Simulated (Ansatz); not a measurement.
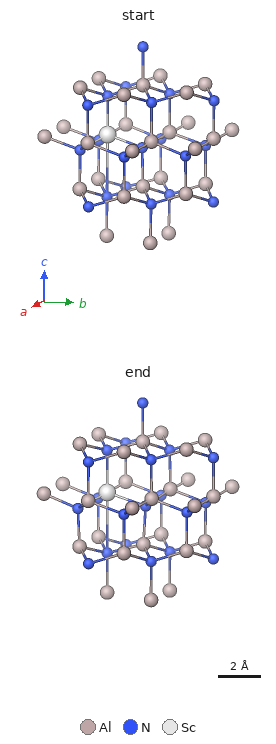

The structure of a defect cell of composition Al$_{47}$N$_{48}$Sc (cell charge +1) before (top) and after (bottom) a relaxation, at one scale.

Style: ball-and-stick. Shown: the atoms within 5.0 Å of the atom that moves most (axes of the cell of the calculation (origin shifted)), slightly off an axis.

Computed with DFT, PBEsol, PAW, plane waves (Ansatz 0.2.0). Settings: plane-wave cutoff 420 eV; k-point mesh 1 × 1 × 1; mesh shifted by (0.25, 0.25, 0.25); collinear spin; atoms relaxed in a fixed cell; force threshold 0.03 eV/Å; at most 80 steps.

Summarise the run.

Answer. An N atom moves most: 0.18 Å along [0 3 −1]. Largest moves by element: N 0.18 Å, Al 0.09 Å, Sc 0.05 Å. The lattice vectors keep their values. Among the contacts that change: N–Sc 1.852 → 2.035 Å, N–Sc 1.902 → 2.072 Å, N–Sc 1.870 → 2.027 Å, N–Sc 1.914 → 2.030 Å. Among the angles between lasting bonds that change: Al–N–Al 105.7° → 111.4°, N–Al–N 112.6° → 107.1°, Al–N–Al 107.0° → 112.4°. Over 4 geometry steps the energy falls by 2.197 eV per cell of the calculation. The largest force component goes from 4.8 to 0.012 eV/Å. The run took 4.8 min on 7 threads of Arm Neoverse-V2, peak memory 3.3 GiB.

Limits of the set-up: the cell is charged, on a uniform background, and energies carry no finite-size correction.
